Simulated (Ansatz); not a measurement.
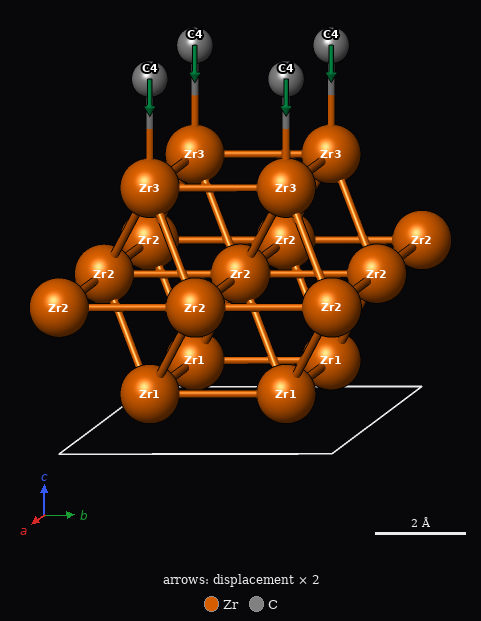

A constrained relaxation of a slab of composition Zr3C (cut from the Im-3m phase). The starting structure is drawn; green arrows show the displacements, 2 times their true length.

Style: ball-and-stick. Shown: the 2 × 2 repeat of the cell, outlined in the plane, without the vacuum, slightly off an axis.

Case: C put at a top Zr site. The slab is the (1 1 0) face of Zr with C on it. 1 atoms are held fixed.

Method: DFT PBEsol, scalar-relativistic, plane waves, PAW (Ansatz).

The input:
```yaml
crystal:
  lattice:
    - [3.0493229545, 0.0, 0.0]
    - [-1.0164409848, 2.8749292522, 0.0]
    - [0.0, 0.0, 23.979523533]
  atoms:
    - { symbol: Zr, position: [0.5, 0.5, 0.3544690948] }
    - { symbol: Zr, position: [0.0, 0.0, 0.454311187] }
    - { symbol: Zr, position: [0.5, 0.5, 0.5537521499] }
    - { symbol: C, position: [0.5, 0.5, 0.6588418109] }
basis:
  ecutwfc: 420
kpoints:
  mp_grid: { grid: [10, 10, 1] }
hamiltonian:
  xc: pbesol
scf:
  occupations: { method: gaussian, width: 0.1 }
output:
  forces: true
  eigenvalues: true
relax:
  adjacent_minimum: "off"
  f_tol: 0.03
  max_steps: 70
  constraints: [{ sites: [0] }]
efield:
  axis: 3
  dipole_correction: true
```

> Atoms of which element are displaced furthest, and by how much?

Carbon: up to 0.44 Å, against 0.04 Å for zirconium.

> What happened in the run?

The atom that moves furthest is C4 (0.44 Å along the normal (−c)). By element the largest moves are C 0.44 Å, Zr 0.04 Å. The cell doesn't change. Some distances before and after: Zr3–C4 2.520 → 2.041 Å, Zr2–Zr3 2.964 → 2.989 Å, Zr2–Zr3 (another image) 3.447 → 3.469 Å. Over 4 accepted moves (5 points after the start) the energy falls by 0.723 eV per cell of the calculation. The largest force component goes from 2.2 to 0.014 eV/Å. 1 step only repeated the SCF at the same geometry.

Limits of the set-up: the periodic images lie only 3.0 Å apart, so the values are limited by the cell's size.
